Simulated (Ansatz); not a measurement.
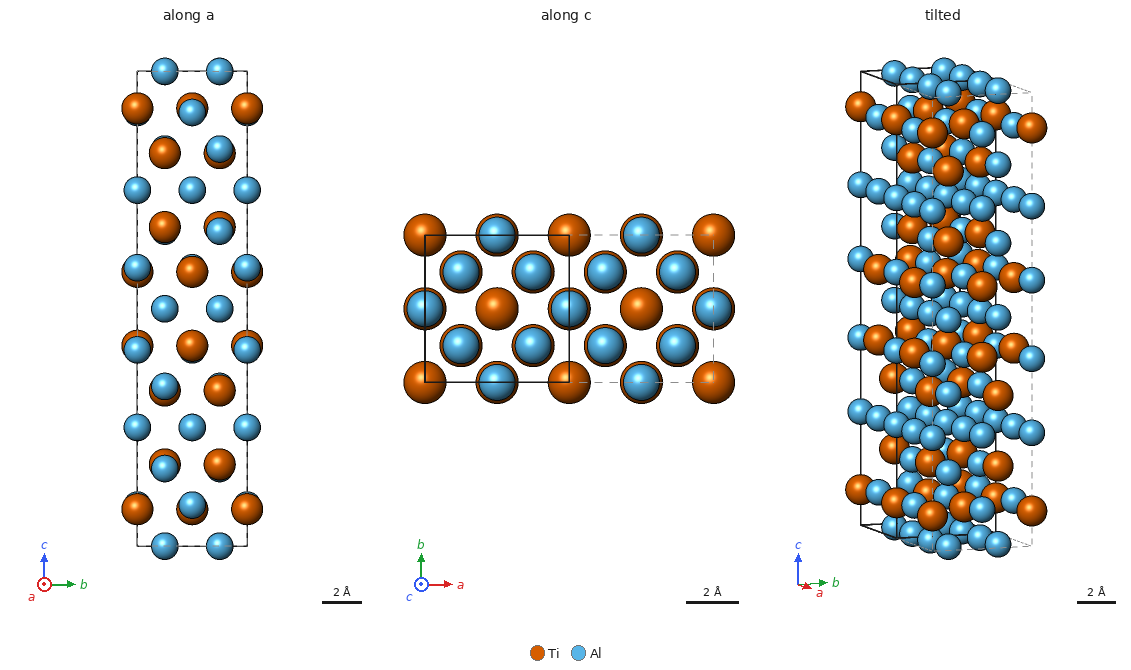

Figure: spheres-only view along the a axis, along the c axis and slightly off an axis. The drawing covers 2×1×1 cells, and the solid lines enclose one conventional unit cell. Cell: a = 5.556 Å, b = 5.670 Å, c = 24.516 Å, α = 90.00°, β = 90.00°, γ = 90.00°.

Notes on the structure:

- The material is TiAl₂.
- It belongs to space group Fddd (No. 70) and has a face-centred orthorhombic lattice.
- The cell comprises 16 formula units: 16 Ti, 32 Al.

The initial geometry was a structure listed in the Materials Project. It was relaxed with DFT r2SCAN, scalar-relativistic, plane waves, PAW (Ansatz) under a constraint or pressure on the cell, so some stress remains.
